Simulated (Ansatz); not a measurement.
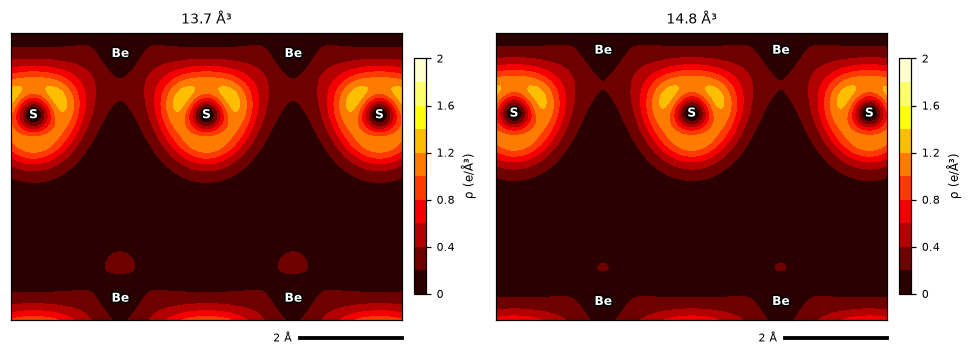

BeS. The valence pseudo-density of cells scaled evenly to different volumes (given per atom above each panel), on the (011̄) plane of each (indices in the axes of the cell below), at one length scale and on one colour scale.

All numbers below come from DFT, PBE, PAW with Ansatz's default frozen-core files, scalar-relativistic in Ansatz 0.2.0.

The density is the valence pseudo-density of a PAW calculation; it isn't the true density close to the nuclei.

The largest cell:

```
Be S
1.0
     0.00000    2.45691    2.45691
     2.45691    0.00000    2.45691
     2.45691    2.45691    0.00000
Be S
1 1
Direct
  0.00000 0.00000 0.00000
  0.75000 0.75000 0.75000
```

| volume (Å³/atom) | Be–S contact in the plane (Å) | ρ at its midpoint (e/Å³) | pressure (GPa) | gap on the mesh (eV) | 
| --- | --- | --- | --- | --- |
| 13.69 | 2.072 | 0.705 | 5.9 | 3.11 | 
| 14.26 | 2.100 | ? | ? | ? | 
| 14.83 | 2.128 | 0.644 | −2.1 | 3.28 | 

Estimate the missing row, and compare with the calculation.

Over the known rows ln ρ falls by 1.62 per Å of Be–S distance (the line through the two), which gives 0.674 e/Å³ at 2.100 Å; the calculation gives 0.673 e/Å³. For the pressure, a straight line in volume between the neighbouring rows gives 1.9 GPa; the calculation gives 1.5, lower because pressure rises ever faster on compression. For the gap on the mesh, a straight line in volume between the neighbouring rows gives 3.19 eV; the calculation gives 3.20.
